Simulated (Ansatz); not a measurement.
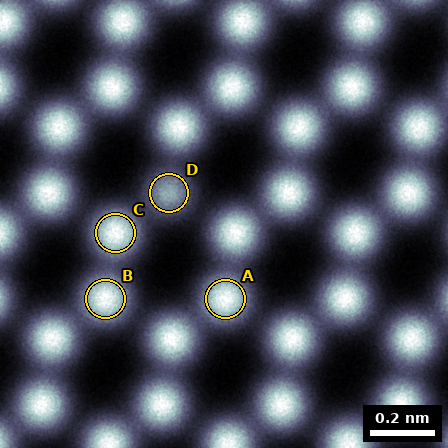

Dark-field STEM-like image of Ce (Cmcm, No. 63) along [001]. Simulated incoherent Z contrast: every atom adds Z^1.7 spread by a probe of 1.30 Å full width; channelling and multiple scattering are left out. The probe carries 15 % of its weight in a tail 2.5 times as wide. Shot noise was added.

The sample is 3 repeats (18.5 Å) thick. One point defect was put into the perfect crystal, without relaxing the atoms around it. Brightness is counted from the darkest point of the image. Host structure: the input geometry of a calculation; the starting structure was generated, so it need not be a known form of this composition.

Which ringed column holds the defect, and does it scatter more or less than its equals?

Answer. D; it scatters less. The column holds 3 atoms (Ce) through the sample, and one Ce atom is missing, so its peak drops to about 65 % of that of its equals.
